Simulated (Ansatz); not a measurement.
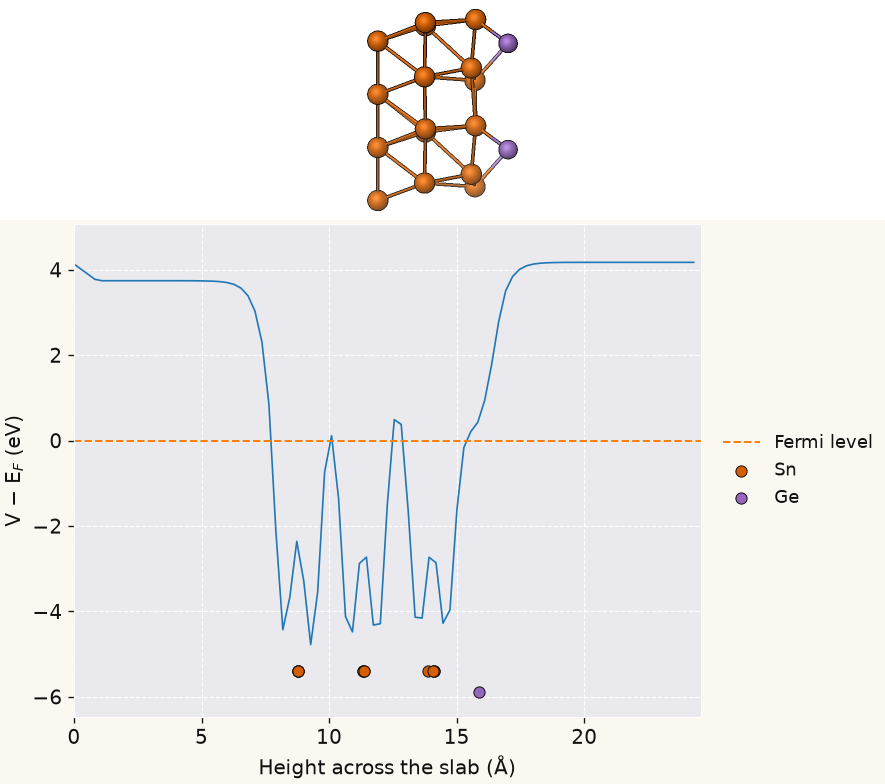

What does the plot show?

Plane-averaged electrostatic potential energy of an electron across the slab; circles at the bottom mark the heights of the atoms (positions after relaxation). The structure is drawn too. System: a (101) slab cut from Sn (I4/mmm), of composition Sn12Ge (not the bulk's), ended by Sn planes, 13 atoms in the cell. Method: DFT PBE, scalar-relativistic, plane waves, PAW, no spin polarisation, 5×5×1 k mesh, 420 eV cutoff, Gaussian smearing of 0.1 eV (Ansatz).

The work function is 4.17 eV at the right face and 3.74 eV at the left. The vacuum level is 0.43 eV higher at the right than at the left, so the slab carries a dipole along its normal; the ramp in the vacuum, at or near the edge of the plot, is the dipole correction that keeps each side flat. Some atoms were held fixed in the relaxation, which can itself make the faces differ. The outermost atoms are 7.1 Å apart, which leaves 17.5 Å of vacuum in a cell 24.6 Å high.
